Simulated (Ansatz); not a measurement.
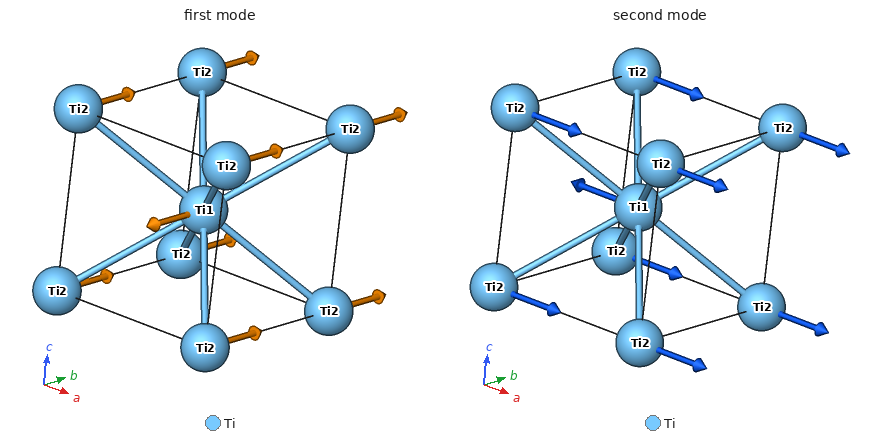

The system is Ti (Im-3m, No. 229; 2 atoms in the cell); the picture shows the reference structure; its two panels give the patterns of the first and the second mode as arrows. The energy is mapped over two normal modes frozen in (zone-centre modes of the 2-atom cell of this scan, which folds in the wave vector (1/2, 1/2, 1/2) of the primitive cell). First axis: amplitude of mode 4 (214 cm⁻¹), largest displacement. Second axis: amplitude of mode 5 (214 cm⁻¹), largest displacement. Nothing is relaxed (the cell and all other modes fixed). The scan uses an 11 × 11 grid; 21 points were computed and 100 follow by symmetry. Points are written as (first, second). Energies: eV per cell, counted from the lowest grid point. The calculation used DFT PBE, scalar-relativistic, plane waves, PAW in Ansatz 0.2.0. Settings: cutoff 520 eV, k-mesh 14×14×14, gaussian smearing 0.15 eV, no spin polarisation.

Its coordinates:

```yaml
crystal:
  lattice:
    - [0.00000, -3.25524, 0.00000]
    - [-3.25524, 0.00000, 0.00000]
    - [0.00000, 0.00000, -3.25524]
  atoms:
    - { symbol: Ti, position: [0.50000, 0.50000, 0.50000] }
    - { symbol: Ti, position: [0.00000, 0.00000, 0.00000] }
```

Range: amplitude of mode 4 (214 cm⁻¹), largest displacement from −0.193 to 0.193 Å; amplitude of mode 5 (214 cm⁻¹), largest displacement from −0.193 to 0.193 Å.

**Predict the map.**

The lowest grid point is at (0.000 Å, 0.000 Å). No other kind of well shows on this grid. The highest grid point, (−0.193 Å, −0.193 Å), lies 0.790 eV above the lowest.

```
second ↓, first →  −0.193  −0.154  −0.116  −0.077  −0.039  0.000  0.039  0.077  0.116  0.154  0.193
            0.193   0.790   0.645   0.519   0.424   0.363  0.343  0.363  0.424  0.519  0.645  0.790
            0.154   0.645   0.505   0.385   0.294   0.237  0.217  0.237  0.294  0.385  0.505  0.645
            0.116   0.519   0.385   0.272   0.188   0.136  0.119  0.136  0.188  0.272  0.385  0.519
            0.077   0.424   0.294   0.188   0.112   0.066  0.051  0.066  0.112  0.188  0.294  0.424
            0.039   0.363   0.237   0.136   0.066   0.025  0.012  0.025  0.066  0.136  0.237  0.363
            0.000   0.343   0.217   0.119   0.051   0.012  0.000  0.012  0.051  0.119  0.217  0.343
           −0.039   0.363   0.237   0.136   0.066   0.025  0.012  0.025  0.066  0.136  0.237  0.363
           −0.077   0.424   0.294   0.188   0.112   0.066  0.051  0.066  0.112  0.188  0.294  0.424
           −0.116   0.519   0.385   0.272   0.188   0.136  0.119  0.136  0.188  0.272  0.385  0.519
           −0.154   0.645   0.505   0.385   0.294   0.237  0.217  0.237  0.294  0.385  0.505  0.645
           −0.193   0.790   0.645   0.519   0.424   0.363  0.343  0.363  0.424  0.519  0.645  0.790
```

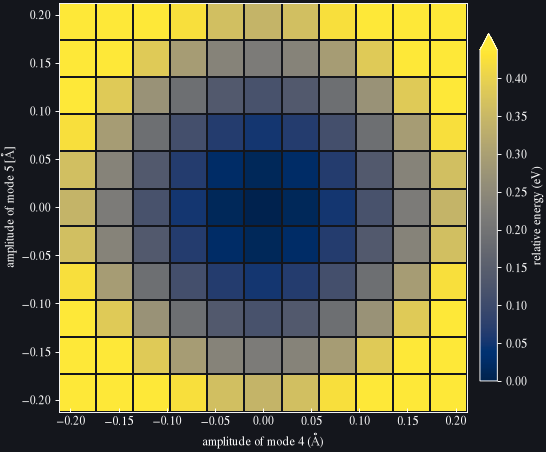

Drawn: one coloured cell a grid point, one colour for all values above the top of the scale.

Each point was launched as `ansatz run input.yaml --threads 2 --pin off --max-ram 4096MiB --backend cpu --events-out ev --progress --plain --runs-dir out`. The whole map (21 points run) took 8.7 min on 2 threads of Arm Neoverse N1, with other jobs on the host.

PAW datasets: the set soft_1.
